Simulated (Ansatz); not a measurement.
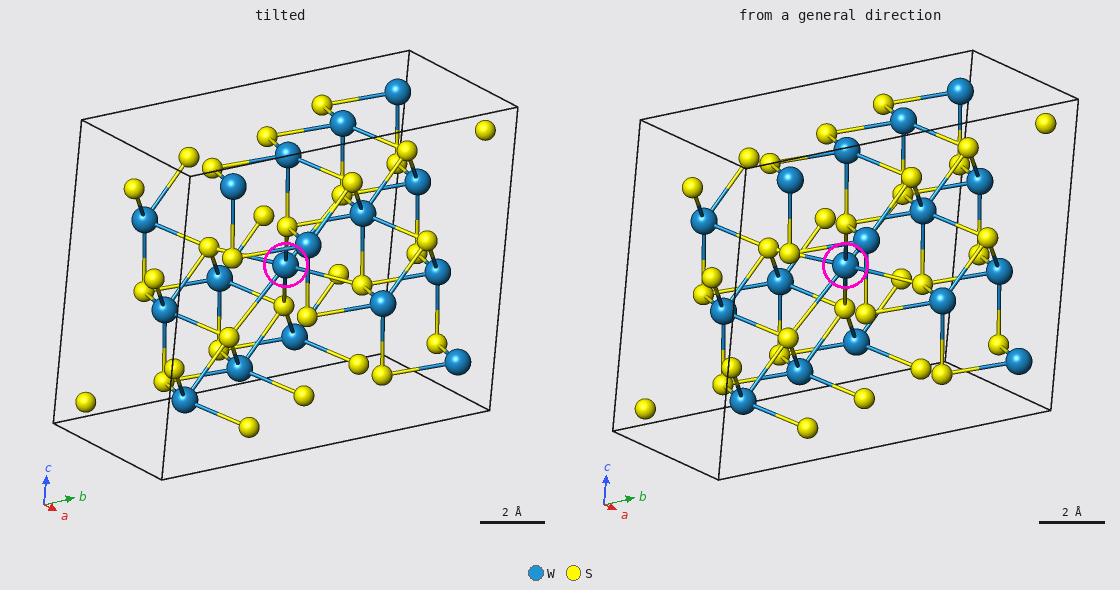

Shown here is a ball-and-stick view of the crystal, taken slightly off an axis and from a general direction. Thin lines show the supercell, with boundary atoms drawn in all their periodic places. The host is WS$_{2}$, in a cell of 48 sites, and the cell is neutral. A ring marks the defect's site.

Question: What defect is present?

Answer: An interstitial tungsten atom. It is bonded to six S at about 2.8 to 2.9 Å. Not all metal-metal contacts are counted.

It goes back to a structure listed in the Materials Project, repeated into a supercell with a point defect put in. Earlier steps of the study may have refined or changed the cell and positions. It was set up as input for a calculation with Ansatz.
